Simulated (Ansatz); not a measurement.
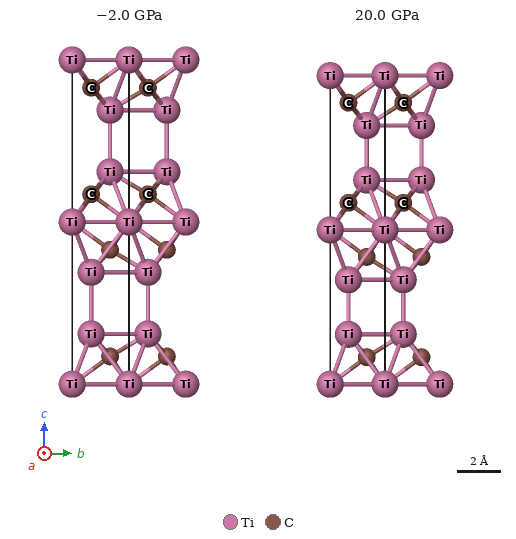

Solid Ti3C2 (set up in P6_3/mmc), relaxed (cell and atoms) at several target pressures. The picture shows the first and the last member. A ball-and-stick model of the cell of the calculation, repeated 1 × 2 × 1 with one cell outlined, seen along the a axis.

Computed with Ansatz 0.2.0: DFT r2SCAN, scalar-relativistic, plane waves, PAW. Settings: plane-wave cutoff 500 eV; k-point mesh 12 × 12 × 4; occupations gaussian; smearing width 0.1 eV; no spin polarisation; cell and atoms relaxed; force threshold 0.008 eV/Å.

```
pressure (GPa)  volume (Å³/atom)  a (Å)   c (Å)
          −2.0            12.465  3.076  15.208
           0.0            12.292  3.064  15.119
           2.0            12.132  3.052  15.039
           5.0                 ?      ?       ?
          10.0            11.581  3.011  14.753
          20.0            11.026  2.966  14.473
```

Estimate the missing row from the others, and compare with the calculation.

Murnaghan's form V = V₀(1 + B′P/B₀)^(−1/B′), with V₀ = 12.292 Å³ from the row at zero pressure, fits the other rows with B₀ = 149 GPa and B′ = 3.73 (largest miss 0.004 Å³). At 5.0 GPa it gives 12.292 × (1 + 3.73 × 5.0/149)^(−1/3.73) = 11.909 Å³ per atom. The calculation gives 11.911 Å³/atom (a = 3.036 Å, c = 14.921 Å). The estimate is 0.002 Å³/atom too low. From the first member to the last: Ti–Ti 2.890 → 2.555 Å, Ti–Ti 3.076 → 2.966 Å, C–Ti 2.202 → 2.131 Å.

The whole series:

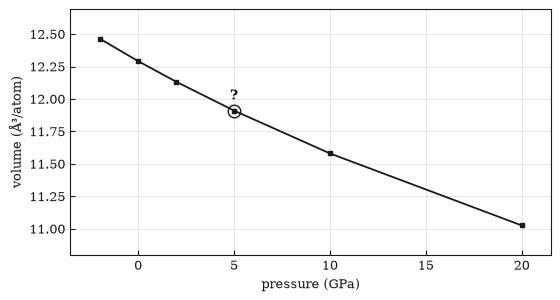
